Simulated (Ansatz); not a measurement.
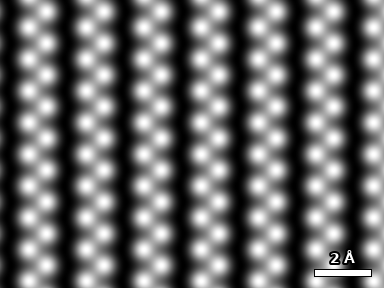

Integrated-DPC-like image of a crystal. Simulated as the projected potential of neutral atoms (B = 0.8 Å²) blurred by a 0.50 Å probe, the thin-sample limit of integrated differential phase contrast.

> Measure the repeat of the pattern.

The pattern repeats on a rectangular net of 1.2 × 2.1 Å.

> What is the plane group of the image?

p2mg: mirror lines in one direction, glide lines across them, twofold points on the glide lines.

> How many columns does the smallest repeating cell hold, and how many levels of brightness?

2 columns in the primitive cell of 2.4 Å², all of one brightness.

The crystal is Ni (P6_3/mmc, No. 194) seen along [102]. Model: the input geometry of a calculation; the starting structure was generated, so it need not be a known form of this composition.
